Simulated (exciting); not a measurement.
The Na K edge of atom 2 in NaCl, space group Fm-3m, with 6 Cl at 2.81 Å (octahedral, site symmetry m-3m), was computed at 2 levels: exchange and screened direct term (singlet BSE) and independent particles. Common settings: exciting, all-electron LAPW+lo, PBEsol, 5×5×5 shifted k points, 18 conduction bands, |G+q| up to 3 bohr⁻¹, full RPA screening with nempty = 39, Lorentzian half width 0.45 eV.

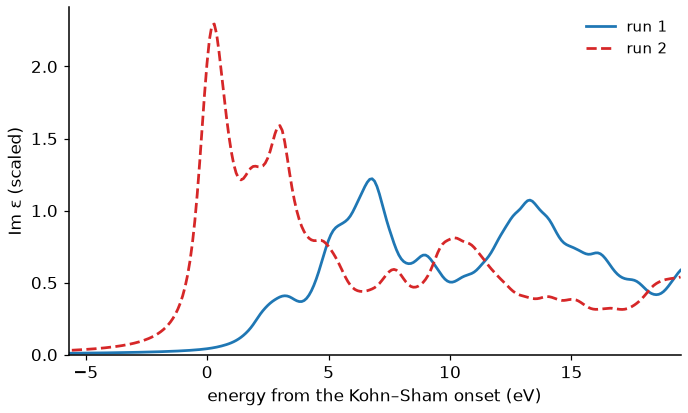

Energy from the Kohn–Sham onset, core level to the lowest empty state found on the meshes used; all runs on one relative scale.

The database entry behind the starting cell differs from later determinations by our own check (an axis about 0.4 % short against later determinations), so it need not match the best structure at ambient conditions.

**Question.** Which run is which, and why?

Run 1: independent particles; highest local maximum in the window at 6.8 eV. Run 2: exchange and screened direct term (singlet BSE); highest local maximum in the window at 0.3 eV. The attractive direct term pulls weight down: the curves pass 0.34 at 2.6 and -1.1 eV in the order of the runs. Fine structure above the first lines is partly noise of the 125-point mesh.

[Hosts, paths, dates, database ids (printed as entryN), source tags and the programs' standing remarks are cut or masked in the printed files.]
